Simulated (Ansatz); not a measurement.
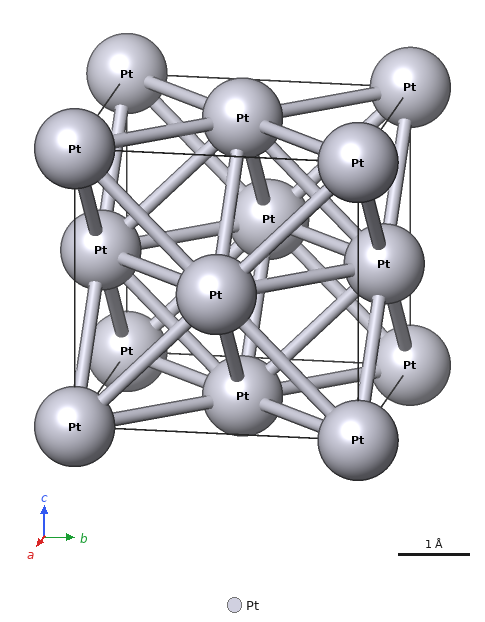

Figure 1. The structure (ball-and-stick view of the cell 4 times as large as that of the calculation, set on its symmetry axes, seen slightly off an axis). Near neighbours in the crystal (not all of them lie inside the picture): Pt has 12 Pt at 2.87 Å.

## Run report: Pt, band-structure calculation

Pt (Fm-3m, 1 atom in the cell), computed with DFT with r2SCAN, PAW plane waves, no spin polarisation (Ansatz 0.2.0).

The structure is a generated one, with these elements put on the sites of a known structure type; it need not be a known phase.

Input:
```yaml
crystal:
  lattice:
    - [0.0, 2.029949, 2.029949]
    - [2.029949, 0.0, 2.029949]
    - [2.029949, 2.029949, 0.0]
  atoms:
    - { symbol: Pt, position: [0.0, 0.0, 0.0] }
  symmetry: { tolerance: 0.0003 }
kpoints:
  mp_grid: { grid: [14, 14, 14], shift: [0, 0, 0] }
  band_path:
    path:
      - [0.0, 0.0, 0.0]
      - [0.5, 0.0, 0.5]
      - [0.625, 0.25, 0.625]
      - [0.375, 0.375, 0.75]
      - [0.0, 0.0, 0.0]
      - [0.5, 0.5, 0.5]
      - [0.5, 0.25, 0.75]
      - [0.5, 0.0, 0.5]
    npoints: 8
magnetization:
  spin_polarized: false
scf:
  occupations: { method: fermi_dirac }
  lower_state_search: "off"
  max_iter: 200
hamiltonian:
  pseudopotentials: { kind: paw }
  xc: r2scan
basis:
  ecutwfc: 500
  fft_grid_basis: typed
output:
  forces: true
  stress: true
  eigenvalues: true
  bader: true
  populations: true
  elf: true
  write_potential: true
  volumetric_format: npy
  dos:
    e_range: [-12, 8]
    de: 0.05
    projected: { site_lists: { Pt: [Pt] } }
checkpoint:
  read: saved_state
```

Machine: 1 thread of an x86-64 CPU, shared host.

Command:
```bash
ansatz run input.yaml --threads 1 --pin off --max-ram 2560MiB --backend cpu --events-out ev --progress --plain --runs-dir out
```

Output:
```
Engine: ansatz 0.2.0, x86_64-unknown-linux-gnu
Pseudopotentials: kind: paw
Pseudopotential: Pt, paw, valence charge 18, recommended cutoff 500 eV (meta_gga), Pt.paw.azcp
Functional definition: r2SCAN
  parameter k0 = 0.174
  parameter k1 = 0.065
  parameter a1 = 4.9479
  exchange = r2scan_x(k0 = k0, k1 = k1, a1 = a1)
  correlation = r2scan_c
Crystal: 1 atoms, lattice volume = 16.730 Å³
Basis set: ecut = 500 eV, 411 PW (Γ), exchange–correlation on 96×96×96 points (64 copies of the dense FFT grid, shifted against one another)
Bands: 13, of which v1, the nominal top of the filled ones, is band 9 counted from 1 (8 counted from 0)
Symmetry: 48 space group operations
Space group: Fm-3m (ITA 225), of the structure as read, at distance tolerance 7.7e-4 Å
k-points: 104 of 2744
Non-local potential: Pt, projectors of the file, l = 0: 3, l = 1: 2, l = 2: 2, l = 3: 1
PAW form: soft (Blöchl's): semilocal exchange-correlation on the pseudo side does not see the compensation charge
PAW frozen core: Pt, regenerated for the run's functional (the file was generated under x = pbe(κ = 0.804, μ = 0.2195149727645171), c = pbe(β = 0.06672455060314922))
PAW one-centre angular grid: Pt, 590 points (default); XC on 160 Gauss nodes
Initial density: read from a saved state, or passed on in memory by an earlier SCF of this step, an earlier step, the calling program or the single point that the run made first
Initial wavefunctions: pseudopotential atomic-orbital guess
Functional: x = r2scan, c = r2scan; τ floored in thin density (d = 2e-4 eV/Å³)
iter 1 solved again at ethr=2.72e-6 eV; its pass at ethr=3.10e-3 eV (dr2=4.90e-4 eV) is discarded
SCF iter   1: F=-12536.728338 eV  HF=-12536.716071 eV  |F-HF|=1.23e-2  |Δ(HF+E_count)|=         —  Δρ=2.59e-3  dr2=4.74e-4  dr2_τ=4.06e-3  ethr=2.72e-6  ⟨swp⟩=2.5  Hψ=11051  notcnv=0
preconditioner: auto → none  [metal: Δε(μ)=0.027 eV  Ē_g=13.796 eV  σ=0.100 eV  W_gap=0.07  n_scr=8 (ndim 8)  ℏωp=28.7 eV  f_vac=0.000  D(μ)=1.78/eV (n_scr^D=26)]
SCF iter   2: F=-12536.729127 eV  HF=-12536.728911 eV  |F-HF|=2.16e-4  |Δ(HF+E_count)|=   1.28e-2  Δρ=1.30e-3  dr2=5.96e-5  dr2_τ=6.59e-5  ethr=2.63e-6  ⟨swp⟩=2.0  Hψ=3118  notcnv=0
SCF iter   3: F=-12536.729135 eV  HF=-12536.729080 eV  |F-HF|=5.44e-5  |Δ(HF+E_count)|=   1.70e-4  Δρ=6.28e-4  dr2=1.27e-5  dr2_τ=1.19e-5  ethr=3.31e-7  ⟨swp⟩=2.0  Hψ=1887  notcnv=0
SCF iter   4: F=-12536.729138 eV  HF=-12536.729138 eV  |F-HF|=5.21e-7  |Δ(HF+E_count)|=   5.78e-5  Δρ=4.58e-5  dr2=9.25e-8  dr2_τ=8.52e-8  ethr=5.56e-10  ⟨swp⟩=6.9  Hψ=10009  notcnv=0
SCF 1 converged in 4 iterations: F = -12536.729138 eV  dr2 = 9.25e-8
  greatest PAW one-centre occupation: 1.000 electrons in one spin orbital (limit 2), on the Pt atom at site 0 (counted from 0), in its partial waves of l = 0
```

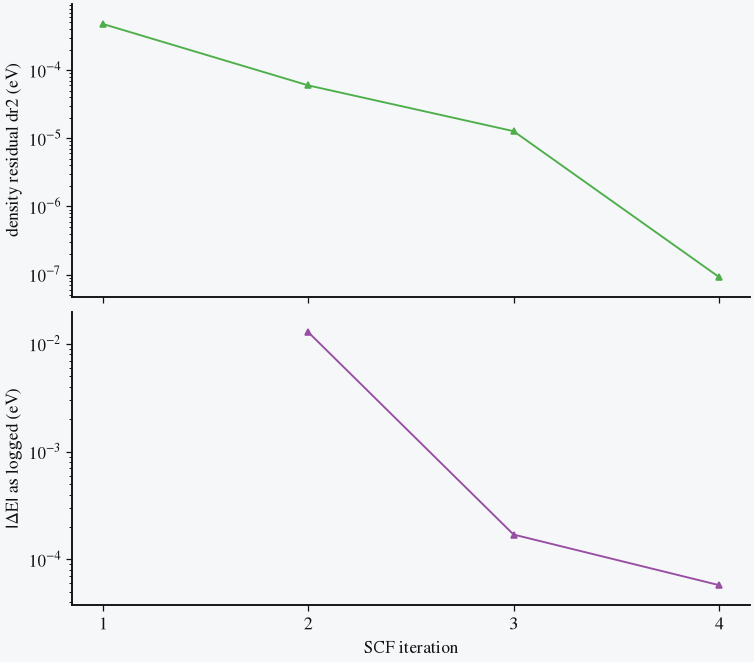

Figure 2. Convergence of the self-consistent field: density residual dr2 and size of the energy change against the SCF iteration. The residual falls at every step.

```
NSCF: frozen V_eff on 57 k-points
SCF converged after 4 iterations
Free energy (F): -12536.729138 eV
Harris-Foulkes:  -12536.729138 eV  (|F-HF|=5.21e-7)
Internal energy: -12536.672536 eV  (E = F + TS)
E sigma→0 (E₀):  -12536.700837 eV
Entropy (-TS):   -0.056602 eV (-56.602 meV/atom)
Fermi energy:    20.078657 eV
--- Per-component energies (eV) ---
  E_band       = -193.170930
  E_kinetic    = 634.972009
  E_local      = -1602.604660  (includes V_loc(G=0)·N_el)
  E_nonlocal   = 202.240867
  E_hartree    = 591.885682
  E_xc         = -248.863981
  E_vxc        = -335.704717  (∫ρ·V_xc dr)
  E_paw        = -9479.693840  (= ΣΔE_a)
  E_vpaw       = -297.342419  (= ΣTr[D̂ρ^β])
  E_aug_tail   = 0.000130  (compensation charges beyond the density's cutoff)
  E_vtau       = 21.492606  (kinetic-family band-sum trace: ∫τ·v_τ [+ j·A + Jᵃ·Aᵃ] dr)
  E_ewald      = -2634.377249
  E_core_change = -0.231494  (= ΣΔE_core)
  E_smearing   = -0.056602  (= −TS)
  E_closure    = 0.000000  (closes the sum)
  Σ components = -12536.729138   (vs F -12536.729138, Δ=0.00e0)
--- Forces (eV/Å), atoms counted from 1 ---
  atom   1  Pt    -0.00000000     0.00000000     0.00000000
  max |Σ_I F_I| component: 7.81e-32 eV/Å
--- Stress (GPa, compression-positive) ---
      -18.796396      -0.000000       0.000000
        0.000000     -18.796396       0.000000
        0.000000      -0.000000     -18.796396
  P = ⅓ Tr σ = -18.7964 GPa (-187.964 kbar)
--- Band table (eV; the first three rows and the last of 104) ---
  k-point 0: bands = ["-80.0920", "-33.5278", "-33.5278", "-33.5278", "10.7584", "16.7717", "16.7717", "16.7717", "18.5848", "18.5848", "35.6599", "40.2253", "40.2253"]
  k-point 1: bands = ["-80.0909", "-33.5452", "-33.5303", "-33.5303", "10.9523", "16.6956", "16.8439", "16.8439", "18.5494", "18.5494", "35.9260", "39.2111", "40.4906"]
  k-point 2: bands = ["-80.0878", "-33.5936", "-33.5375", "-33.5375", "11.5047", "16.5237", "17.0098", "17.0098", "18.5026", "18.5026", "36.4992", "37.2794", "41.2316"]
  k-point 103: bands = ["-80.0621", "-33.7795", "-33.7359", "-33.6611", "15.0784", "15.6321", "16.6653", "18.4418", "20.5089", "26.9498", "27.3531", "29.1377", "31.9082"]
--- Löwdin populations: 1 site ---
  site symbol       q [e]
     0     Pt     17.8717
  spilling = 0.007130 (of n_electrons = 18.000000)
--- Bader charges: 1 site ---
  site symbol  charge [e]  shift [e]
     0     Pt      0.0000     0.0000
  estimated error of the sums over rays = 4.9e-7 e
```

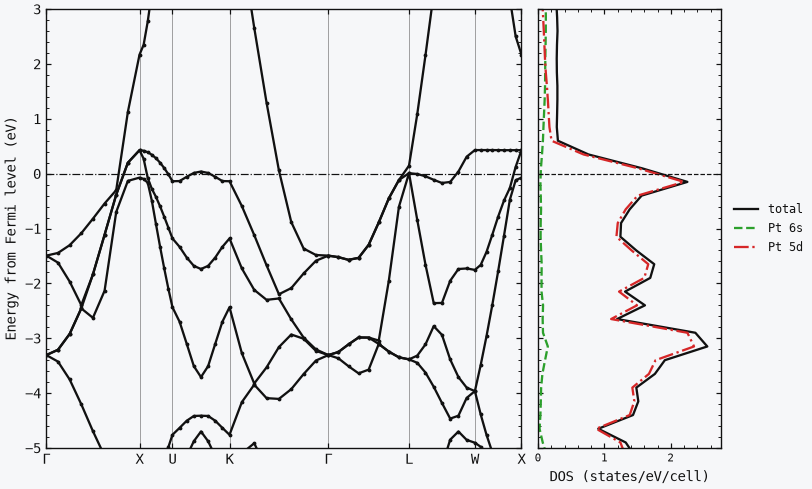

Figure 3. Band structure along Γ–X–U–K–Γ–L–W–X and density of states (projected on Löwdin-orthogonalised atomic shells), with energies from the Fermi level. Bands cross the Fermi level: a metal at this level of theory.

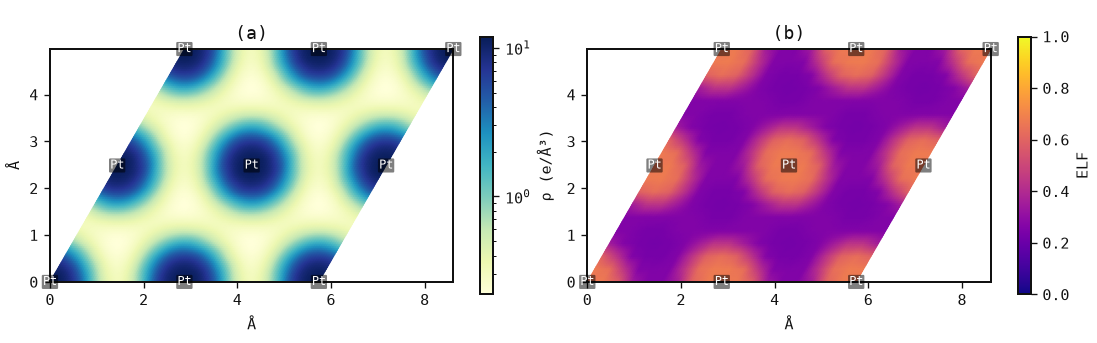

Figure 4. (a) valence pseudo-density; (b) electron localisation function on the plane of lattice vectors 2 and 3 of the input at fractional height 0.000 along vector 1, 2 × 2 cells, interpolated from points about 0.3 Å apart. The plane passes within 0.2 Å of Pt sites. The density in this plane falls to 0.22 e/Å³ at its lowest. The fields are smooth PAW fields, not the true ones close to the nuclei.

Key numbers:

- outcome: converged
- space group (tolerance 0.01 Å): Fm-3m (225)
- electrons treated: 18
- free energy: −12536.7291 eV
- Fermi energy: 20.079 eV
- pressure: −18.80 GPa
- electronic character: metal
- largest force (length of the vector): under 0.001 eV/Å
- wall time: 5.9 s
- peak memory: 0.41 GiB

Remarks:

Spin–orbit coupling is left out, which matters for Pt. The cell is under a tension of 18.8 GPa at this level, so it is not at its equilibrium volume.
